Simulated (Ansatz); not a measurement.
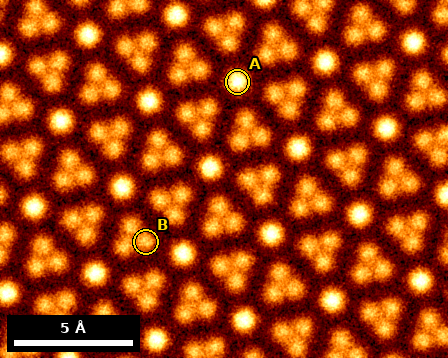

iDPC-like image of Cu (Pm-3n, No. 223) along [111]. Simulated as the projected potential of neutral atoms (B = 0.5 Å²) blurred by a 0.50 Å probe, the thin-sample limit of integrated differential phase contrast. The display is stretched by a gamma of 0.65; percentages refer to the linear signal. Shot noise was added. Structure: the geometry relaxed with DFT, RPBE, plane waves (420 eV) with PAW, scalar-relativistic in Ansatz 0.2.0; the starting structure was generated, so it need not be a known form of this composition.

Space group Pm-3n (No. 223). a = 4.671 Å, b = 4.671 Å, c = 4.671 Å, α = 90.00°, β = 90.00°, γ = 90.00°
| atom | site | symmetry | x | y | z |
| --- | --- | --- | --- | --- | --- |
| Cu | 2a | m-3. | 0.0000 | 0.0000 | 0.0000 |
| Cu | 6c | -4m.2 | 0.2500 | 0.0000 | 0.5000 |

**Which atoms make up the marked columns?**

A: Cu (2 Cu per 8.09 Å along the beam; the brightest kind). B: Cu (1 Cu per 8.09 Å along the beam; about 50 % of the brightest peak). Brightness is counted from the darkest point of the image.
